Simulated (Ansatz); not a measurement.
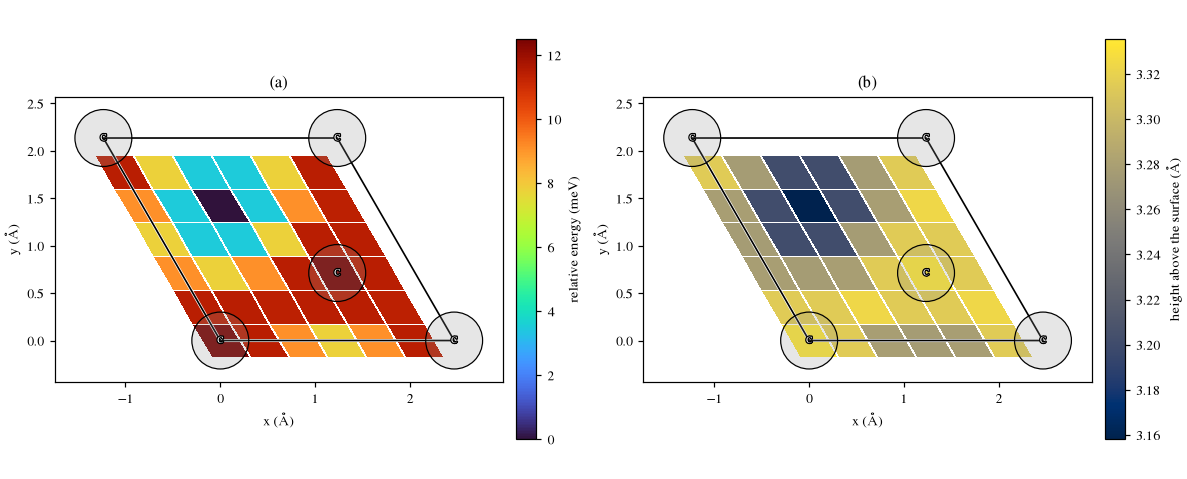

N₂ on a two-dimensional sheet of C (8 atoms of substrate and one adsorbate in a 2 × 2 cell). N2 is moved over the surface cell; relaxed at each place: the height of the adsorbate's atoms; substrate rigid; the origin of the map has the adsorbate above C1. Places are given modulo a cell vector. The map is drawn in real space over the plane of the surface. The grid has 6 × 6 points; 7 points were computed and 29 follow by symmetry. Places are given in fractions of the 1 × 1 surface cell. Energies: meV, counted from the lowest grid point. Level of theory: Ansatz 0.2.0, DFT PBE+D3(BJ), scalar-relativistic, plane waves, PAW. Settings: cutoff 420 eV, k-mesh 6×6×1, gaussian smearing 0.1 eV, no spin polarisation.

Panel (a) is the energy and panel (b) the computed height above the surface on the same grid.

Drawn: one coloured cell a grid point, labelled circles for the atoms of the top layer, the outline of one cell of the plane.

**How does the height above the surface vary over the map, and what is it at the lowest grid point?**

It runs from 3.16 Å at a sixfold hollow, (2/6, 4/6) of the cell vectors to 3.34 Å at the top site over a surface C atom, (0/6, 0/6) of the cell vectors. At the lowest grid point, a sixfold hollow, (2/6, 4/6) of the cell vectors, it is 3.16 Å.

PAW datasets: the set soft_1.
